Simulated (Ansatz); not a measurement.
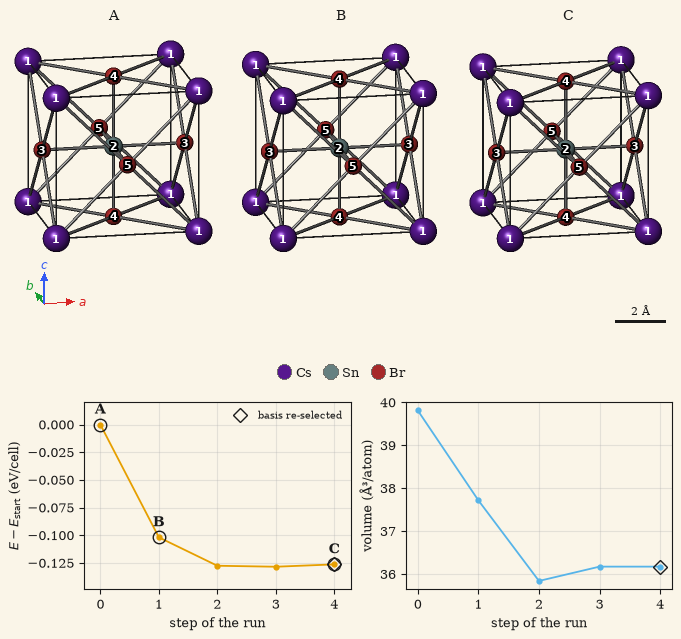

Frames of a relaxation of a crystal of CsSnBr$_{3}$ (set up in Pm-3m), marked on the history of the run. Style: ball-and-stick. Shown: the cell of the calculation, slightly off an axis.

The run lets cell and atoms move.

Theory: Kohn-Sham DFT of a periodic cell, LDA, Ansatz PAW in Ansatz.

Input file:
```yaml
crystal:
  lattice:
    - [5.83900561, 0.0, 0.0]
    - [0.0, 5.83900561, 0.0]
    - [0.0, 0.0, 5.83900561]
  atoms:
    - { symbol: Cs, position: [0.0, 0.0, 0.0] }
    - { symbol: Sn, position: [0.5, 0.5, 0.5] }
    - { symbol: Br, position: [0.0, 0.5, 0.5] }
    - { symbol: Br, position: [0.5, 0.5, 0.0] }
    - { symbol: Br, position: [0.5, 0.0, 0.5] }
hamiltonian:
  xc: lda
  pseudopotentials: { kind: paw }
kpoints:
  mp_grid: { grid: [5, 5, 5] }
scf:
  occupations: { method: fermi_dirac, width: 0.05 }
output:
  forces: true
  stress: true
relax:
  f_tol: 0.01
  max_steps: 40
  cell: { stress_tol: 0.05 }
```

Run as
```bash
ansatz run input.yaml --threads 2 --pin off --max-ram 5632MiB --backend cpu --events-out ev --progress --plain --runs-dir out
```

> Describe the path.

The energy falls by 0.126 eV per cell of the calculation in 3 accepted moves (4 points after the start). All forces vanish by symmetry, so only the cell relaxes. Pressure: −2.02 GPa at the start and −0.02 GPa at the end. At 1 point the geometry stayed and the basis and grid were re-selected for the new cell (energy shift of 2.1 meV per cell of the calculation at most each time). The atoms keep their places relative to the cell (all moves are under 0.005 Å). Cell: a = b = c 5.839 → 5.655 Å (−3.1 %). Volume −9.1 %. Among the contacts that change: Cs1–Br3 4.129 → 3.999 Å, Sn2–Br3 2.920 → 2.828 Å. The space group stays Pm-3m (No. 221). Cost: 5 s on 2 threads of Intel(R) Xeon(R) Platinum 8488C (Sapphire Rapids), with other jobs on the host, peak memory 0.5 GiB. From step 0 to 1: volume −5.3 %, energy −0.102 eV per cell of the calculation. From step 1 to 4: volume −4.1 %, energy −24.4 meV per cell of the calculation.

```
step  E − E(0), meV/atom  pressure, GPa  volume, Å³/atom                      note
   0                0.00          -2.02           39.815                          
   1              -20.36          -1.01           37.720                          
   2              -25.50           0.23           35.842                          
   3              -25.68          -0.02           36.175                          
   4              -25.25          -0.02           36.175  same geometry, new basis
```
